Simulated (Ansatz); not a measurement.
**Single-point calculation of TaN (part 1 of 3)**

TaN (P6₃mc, 8 atoms in the cell), computed with DFT PBE+U, scalar-relativistic, plane waves, PAW, Ueff = 2 eV on Ta atom 1 d; Ueff = 2 eV on Ta atom 2 d; Ueff = 2 eV on Ta atom 5 d; Ueff = 2 eV on Ta atom 6 d, spin-polarised (Ansatz 0.2.0).

The structure derives from an entry of the Crystallography Open Database. It belongs to a series of runs on one base structure; here: antiferromagnetic start, free. Figures and captions count atoms from 1; the log counts them from 0 in places.

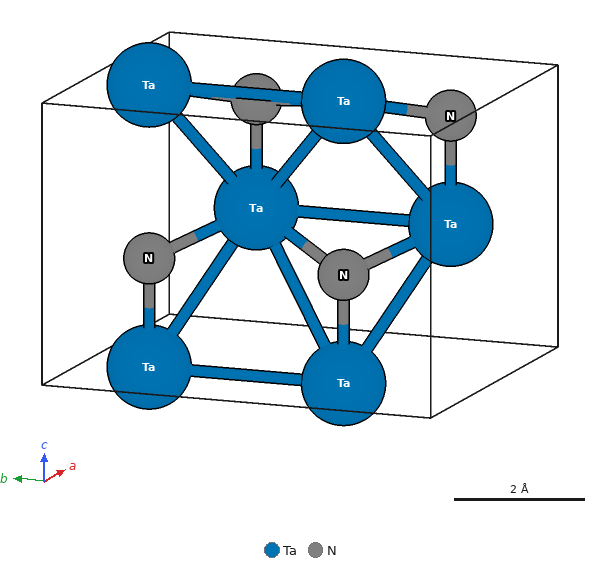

**Figure 1.** The structure (ball-and-stick view of the cell of the calculation, seen at an oblique angle).

Input file
```yaml
crystal:
  lattice:
    - [3.05000204, 0.0, 0.0]
    - [-3.05000204, 5.2827585, 0.0]
    - [0.0, 0.0, 4.94000153]
  atoms:
    - { symbol: Ta, position: [0.3333333333, 0.3333333334, 0.0], spin: 2.0 }
    - { symbol: Ta, position: [0.6666666667, 0.1666666666, 0.5], spin: -2.0 }
    - { symbol: "N", position: [0.3333333333, 0.3333333334, 0.385] }
    - { symbol: "N", position: [0.6666666667, 0.1666666666, 0.885] }
    - { symbol: Ta, position: [0.3333333333, 0.8333333333, 0.0], spin: 2.0 }
    - { symbol: Ta, position: [0.6666666667, 0.6666666666, 0.5], spin: -2.0 }
    - { symbol: "N", position: [0.3333333333, 0.8333333333, 0.385] }
    - { symbol: "N", position: [0.6666666667, 0.6666666666, 0.885] }
basis:
  ecutwfc: 420
  ecutrho_ratio: 4
kpoints:
  mp_grid: { grid: [7, 7, 4] }
hamiltonian:
  xc: pbe
  hubbard:
    sites:
      - { site: 0, l: d, u_eff: 2.0, starting_ns: [{ spin: up, occupation_matrix: s0up }, { spin: down, occupation_matrix: s0down }] }
      - { site: 1, l: d, u_eff: 2.0, starting_ns: [{ spin: up, occupation_matrix: s1up }, { spin: down, occupation_matrix: s1down }] }
      - { site: 4, l: d, u_eff: 2.0, starting_ns: [{ spin: up, occupation_matrix: s4up }, { spin: down, occupation_matrix: s4down }] }
      - { site: 5, l: d, u_eff: 2.0, starting_ns: [{ spin: up, occupation_matrix: s5up }, { spin: down, occupation_matrix: s5down }] }
    occupation_matrices:
      s0up:
        matrix:
          - [0.02069, 0.0, -0.01338, 0.02186, 0.0]
          - [0.0, 0.28495, 0.0, 0.0, -0.42604]
          - [-0.01338, 0.0, 0.27865, -0.42266, 0.0]
          - [0.02186, 0.0, -0.42266, 0.71066, 0.0]
          - [0.0, -0.42604, 0.0, 0.0, 0.70505]
      s0down:
        matrix:
          - [0.02, 0.0, 0.0, 0.0, 0.0]
          - [0.0, 0.02, 0.0, 0.0, 0.0]
          - [0.0, 0.0, 0.02, 0.0, 0.0]
          - [0.0, 0.0, 0.0, 0.02, 0.0]
          - [0.0, 0.0, 0.0, 0.0, 0.02]
      s1up:
        matrix:
          - [0.02, 0.0, 0.0, 0.0, 0.0]
          - [0.0, 0.02, 0.0, 0.0, 0.0]
          - [0.0, 0.0, 0.02, 0.0, 0.0]
          - [0.0, 0.0, 0.0, 0.02, 0.0]
          - [0.0, 0.0, 0.0, 0.0, 0.02]
      s1down:
        matrix:
          - [0.02069, 0.0, 0.01338, 0.02186, 0.0]
          - [0.0, 0.28495, 0.0, 0.0, 0.42604]
          - [0.01338, 0.0, 0.27865, 0.42266, 0.0]
          - [0.02186, 0.0, 0.42266, 0.71066, 0.0]
          - [0.0, 0.42604, 0.0, 0.0, 0.70505]
      s4up:
        matrix:
          - [0.02069, 0.0, -0.01338, 0.02186, 0.0]
          - [0.0, 0.28495, 0.0, 0.0, -0.42604]
          - [-0.01338, 0.0, 0.27865, -0.42266, 0.0]
          - [0.02186, 0.0, -0.42266, 0.71066, 0.0]
          - [0.0, -0.42604, 0.0, 0.0, 0.70505]
      s4down:
        matrix:
          - [0.02, 0.0, 0.0, 0.0, 0.0]
          - [0.0, 0.02, 0.0, 0.0, 0.0]
          - [0.0, 0.0, 0.02, 0.0, 0.0]
          - [0.0, 0.0, 0.0, 0.02, 0.0]
          - [0.0, 0.0, 0.0, 0.0, 0.02]
      s5up:
        matrix:
          - [0.02, 0.0, 0.0, 0.0, 0.0]
          - [0.0, 0.02, 0.0, 0.0, 0.0]
          - [0.0, 0.0, 0.02, 0.0, 0.0]
          - [0.0, 0.0, 0.0, 0.02, 0.0]
          - [0.0, 0.0, 0.0, 0.0, 0.02]
      s5down:
        matrix:
          - [0.02069, 0.0, 0.01338, 0.02186, 0.0]
          - [0.0, 0.28495, 0.0, 0.0, 0.42604]
          - [0.01338, 0.0, 0.27865, 0.42266, 0.0]
          - [0.02186, 0.0, 0.42266, 0.71066, 0.0]
          - [0.0, 0.42604, 0.0, 0.0, 0.70505]
    ns_hold: { iters: 8 }
scf:
  occupations: { method: gaussian, width: 0.05 }
  lower_state_search: "off"
  max_iter: 150
output:
  forces: true
  stress: true
  eigenvalues: true
  populations: true
  hubbard:
    sites:
      - { site: 0, l: d }
      - { site: 1, l: d }
      - { site: 4, l: d }
      - { site: 5, l: d }
  write_density: true
  write_potential: true
  elf: true
  volumetric_format: npy
magnetization:
  spin_polarized: true
```

Machine: 4 threads of Arm Neoverse V2, 24 GiB of memory available, shared host.

Command:
```bash
ansatz run input.yaml --threads 4 --pin off --max-ram 6144MiB --backend cpu --events-out ev --progress --plain --runs-dir out
```

Output
```
Ta: projections on atomic orbitals take those of the free atom [Kr 4d10 4f14] 5s2 5p6 5d3 6s2, of charge +0.00 (hamiltonian.pseudopotentials.projection_atoms); the dataset's partial waves leave at most 6.0e-5 of an orbital's norm unspanned inside its sphere
N: projections on atomic orbitals take those of the free atom [He] 2s2 2p3, of charge +0.00 (hamiltonian.pseudopotentials.projection_atoms); the dataset's partial waves leave at most 9.3e-9 of an orbital's norm unspanned inside its sphere
Engine: ansatz 0.2.0, aarch64-unknown-linux-gnu
Pseudopotentials: kind: paw
Pseudopotential: Ta, paw, valence charge 13, recommended cutoff 420 eV (normal), Ta.paw.azcp
Pseudopotential: N, paw, valence charge 5, recommended cutoff 420 eV (normal), N.paw.azcp
Functional definition: PBE
  parameter kappa = 0.804
  parameter beta = 0.06672455060314922
  exchange = pbe_x(kappa = kappa, mu = beta*pi^2/3)
  correlation = pbe_c(beta = beta)
Crystal: 8 atoms, lattice volume = 79.595 Å³
Basis set: ecut = 420 eV, 1571 PW (Γ), exchange–correlation on 48×90×72 points (8 copies of the dense FFT grid, shifted against one another)
Bands: 48, of which v1, the nominal top of the filled ones, is band 36 counted from 1 (35 counted from 0)
Symmetry: 4 space group operations
Space group: P3m1 (ITA 156), of the structure as read, at distance tolerance 4.3e-5 Å
Magnetic group: BNS 186.206 (UNI 1436), of the structure as read, at distance tolerance 4.3e-5 Å
k-points: 60 of 196 (time reversal used)
Non-local potential: Ta, projectors of the file, l = 0: 3, l = 1: 2, l = 2: 2, l = 3: 1
Non-local potential: N, projectors of the file, l = 0: 2, l = 1: 2, l = 2: 1
PAW form: soft (Blöchl's): semilocal exchange-correlation on the pseudo side does not see the compensation charge
PAW one-centre angular grid: Ta, 590 points (default); XC on 64 Gauss nodes
PAW one-centre angular grid: N, 110 points (default); XC on 64 Gauss nodes
Initial density: superposition of atomic densities (chi_scale 0.1, normalization cell, long waves kept (reshape's long-wave potential 0.00 eV rms))
Starting moments: Σ|m| = 8 μB on 4 of 8 sites
Starting magnetic order: altermagnet, g-wave, bulk spin-momentum locking; spin-degenerate planes through Γ normal to [0 0 1], [1 1 0] of the run's lattice
Initial wavefunctions: pseudopotential atomic-orbital guess
Functional: x = pbe(κ = 0.804, μ = 0.2195149727645171), c = pbe(β = 0.06672455060314922)
```
